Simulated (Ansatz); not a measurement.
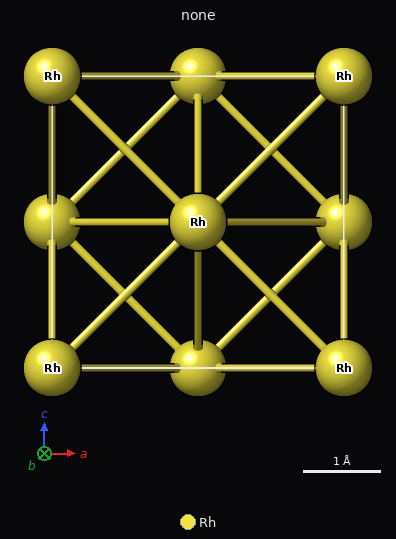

Solid Rh (set up in Fm-3m), relaxed (cell and atoms) with several dispersion corrections. The picture shows the result with none. The picture is a ball-and-stick view of the conventional cell (4 times the calculation's cell), seen along the b axis. Lengths and directions refer to the drawn axes.

Computed with Ansatz 0.2.0: r2SCAN, Ansatz PAW. Settings: plane-wave cutoff 500 eV; k-point mesh 12 × 12 × 12; occupations fermi-dirac; smearing width 0.05 eV; no spin polarisation; cell and atoms relaxed; force threshold 0.01 eV/Å.

| dispersion correction | volume (Å³/atom) | a (Å) |
| --- | --- | --- |
| rVV10 | ? | ? |
| none | 13.710 | 3.799 |
| D3(BJ)-ATM | 13.627 | 3.792 |
| D4 | 13.585 | 3.788 |
| D3(BJ) | 13.537 | 3.783 |

Estimate the missing row from the others, and compare with the calculation.

Answer. With rVV10 the volume falls between D3(BJ) (13.537) and D4 (13.585). The calculation gives 13.577 Å³/atom (a = 3.787 Å). In order of volume: D3(BJ) < rVV10 < D4 < D3(BJ)-ATM < none; the spread is 1.3 %.

Each member starts from this one structure; whether another phase lies lower wasn't checked.
